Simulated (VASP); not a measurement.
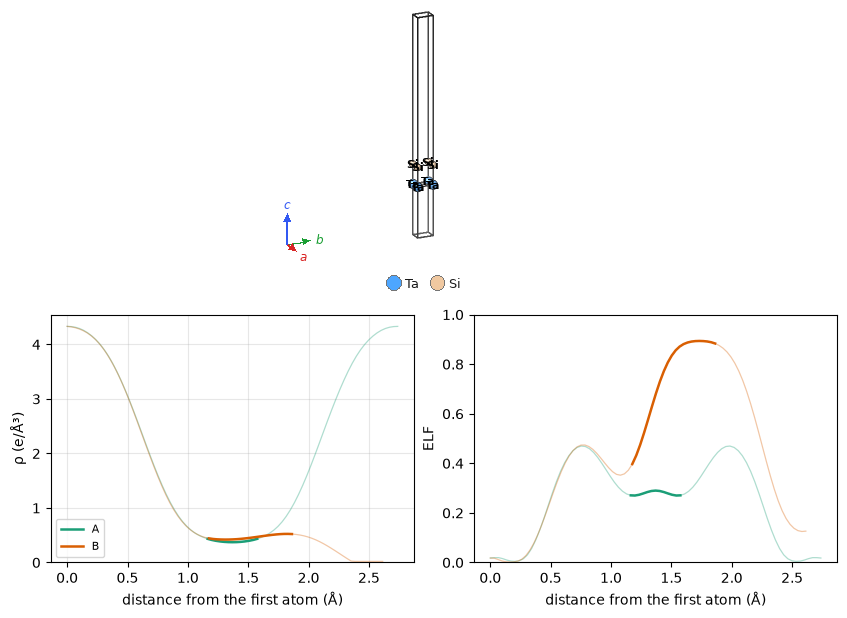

Figure. TaSi. Valence pseudo-density and electron localisation function along straight lines between neighbouring atoms. Thin, pale parts lie inside the atomic spheres. The structure is drawn too.

Theory: VASP, Kohn-Sham DFT of a periodic cell, PBE, VASP PAW PBE potentials, recommended.

Core electrons are frozen (PAW), and the valence fields are smoothed inside the atomic spheres.

### Which curve belongs to which contact (Ta–Si and Ta–Ta)? The first atom named is at distance zero.

Curve A: Ta–Ta (2.74 Å): ρ is about 0.37 e/Å³ halfway; the ELF is about 0.30 at the midpoint (no localised pair shows between them). Curve B: Ta–Si (2.61 Å): ρ at the midpoint is about 0.42 e/Å³; the ELF peaks at about 0.90 in the valence shell of Si, 0.9 Å from its nucleus, and is about 0.60 at the midpoint.
